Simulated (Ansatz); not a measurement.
System LiCl (space group F-43m, No. 216); source of the atomic positions: coordinates from a relaxation with DFT, LDA, plane waves, PAW in Ansatz 0.2.0; the starting structure was generated, so it need not be a known form of this composition.

```
Li Cl
1.0
     5.32520    0.00000    0.00000
     0.00000    5.32520    0.00000
     0.00000    0.00000    5.32520
Li Cl
4 4
Direct
  0.00000 0.00000 0.00000
  0.00000 0.50000 0.50000
  0.50000 0.00000 0.50000
  0.50000 0.50000 0.00000
  0.25000 0.25000 0.75000
  0.25000 0.75000 0.25000
  0.75000 0.25000 0.25000
  0.75000 0.75000 0.75000
```

Bonds are taken as Cl–Li below 2.6 Å. Atoms with one bond or none are removed and atoms with two bonds are replaced by edges, until no such atom is left.

Derive the underlying net.

The result is a uninodal 4-connected, three-periodic net: Li and Cl are 4-connected nodes. It is the dia net, known from diamond, zinc blende and cristobalite. It is a single net, without interpenetration.

| node | links | point symbol | coordination sequence |
| --- | --- | --- | --- |
| Li and Cl | 4 | 6⁶ | 4 12 24 42 64 |

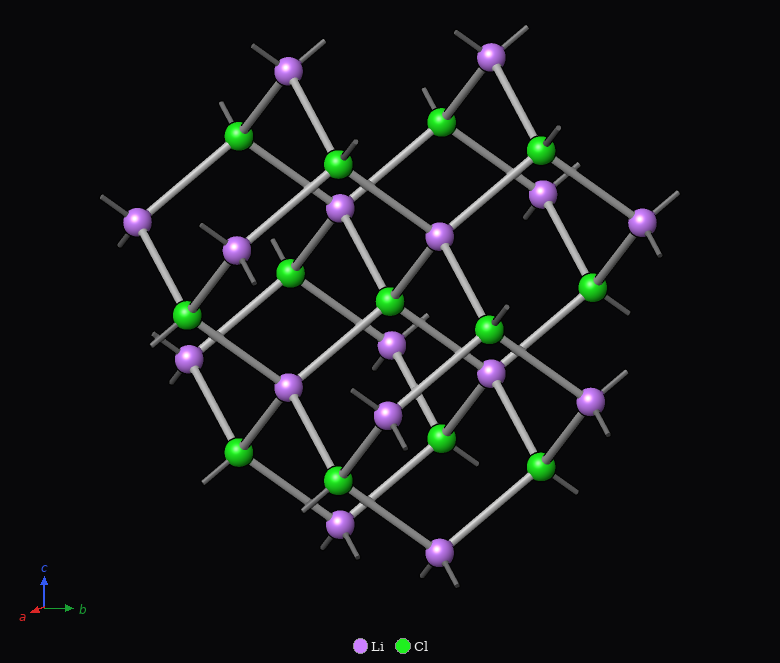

Nodes are coloured by element. Edges to nodes outside the piece are drawn as stubs.
